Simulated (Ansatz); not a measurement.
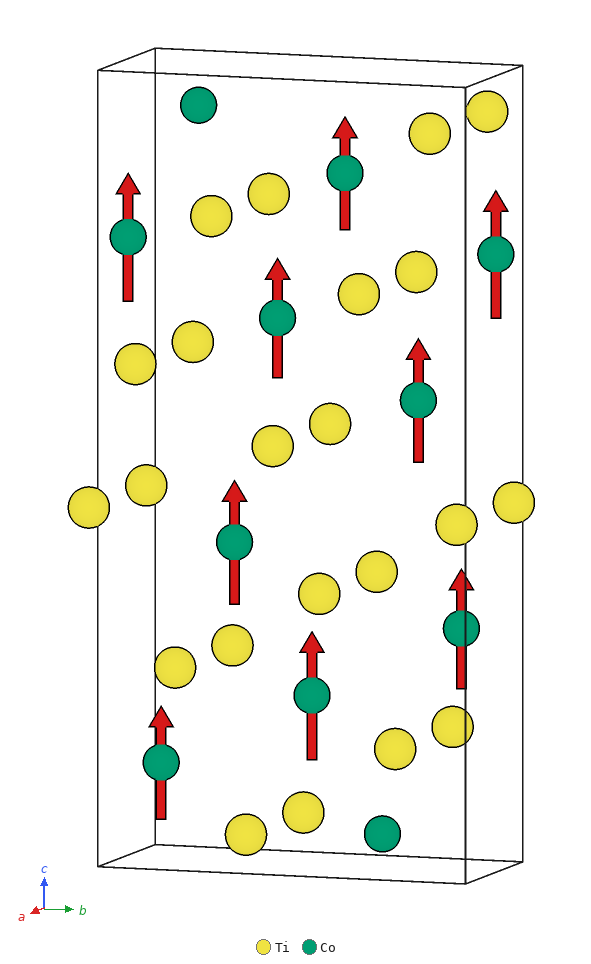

This spheres-only model is shown slightly off an axis. Lines trace the edges of the simulation cell. Arrows are the site magnetic moments above 0.25 μB; longer means larger, and red and blue are up and down (without spin-orbit coupling the axis itself is arbitrary).

This is the state reached for TiCo. Results below were computed with Ansatz 0.2.0, DFT PBE, scalar-relativistic, plane waves, PAW; the settings were a plane-wave cutoff of 420 eV, a 12×6×3 sampling of the Brillouin zone, Gaussian smearing of 0.1 eV, collinear spins.

What is the magnetic arrangement?

Ferromagnetic (within this cell). Site moments: 8 Co +0.3 to +0.6 μB. The net spin moment of the whole cell is 2.8 μB, including what lies between the atoms and on sites without an arrow.

Provenance: a structure listed in the Materials Project. It was relaxed with DFT PBE, scalar-relativistic, plane waves, PAW (Ansatz) under a constraint or pressure on the cell, so some stress remains.
